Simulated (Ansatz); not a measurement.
Structure of Mo:

```
CELL_PARAMETERS angstrom
3.16020 0.00000 0.00000
0.00000 3.16020 0.00000
0.00000 0.00000 3.16020
ATOMIC_POSITIONS crystal
Mo 0.00000 0.00000 0.00000
Mo 0.50000 0.50000 0.50000
```

Structure used: the input geometry of an electronic-structure calculation (not necessarily at equilibrium).

Which powder rings are expected with λ = 0.3100 Å and a flat detector at 570 mm? List the innermost 4, leaving out those under 3 % of the strongest.

```tsv
ring	radius	2θ (°)	d (Å)	hkl
1	79.7 mm	7.95	2.23	110
2	113.5 mm	11.26	1.580	200
3	140.0 mm	13.80	1.290	211
4	162.9 mm	15.95	1.117	220
```

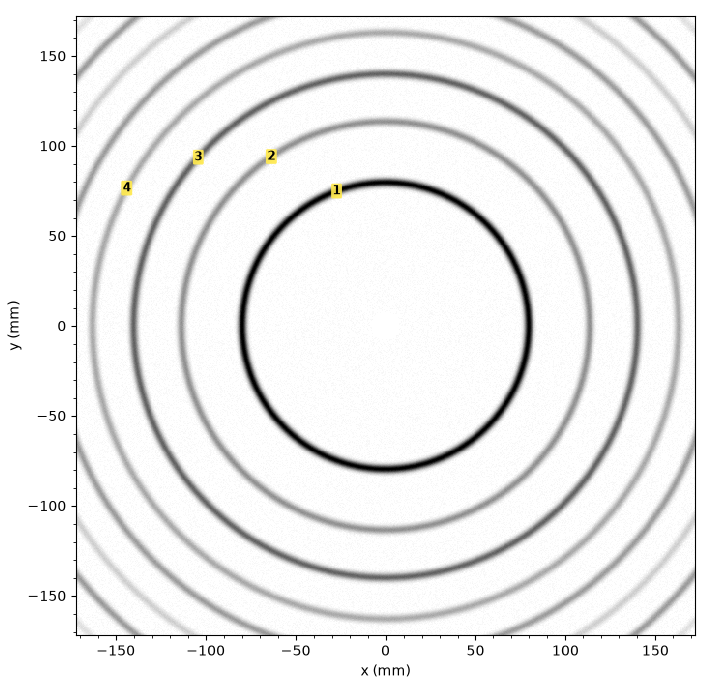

Simulated X-ray powder rings on a flat area detector normal to the beam: λ = 0.3100 Å, sample-to-detector distance 570 mm, axes in mm from the beam centre, for a fine-grained powder without texture. Kinematic intensities with B = 0.5 Å² for all atoms, without absorption; brightness goes as intensity to the power 0.5, clipped at the top, with counting noise. Reflections closer than the ring width show as one ring. The numbers mark the rings of the table.
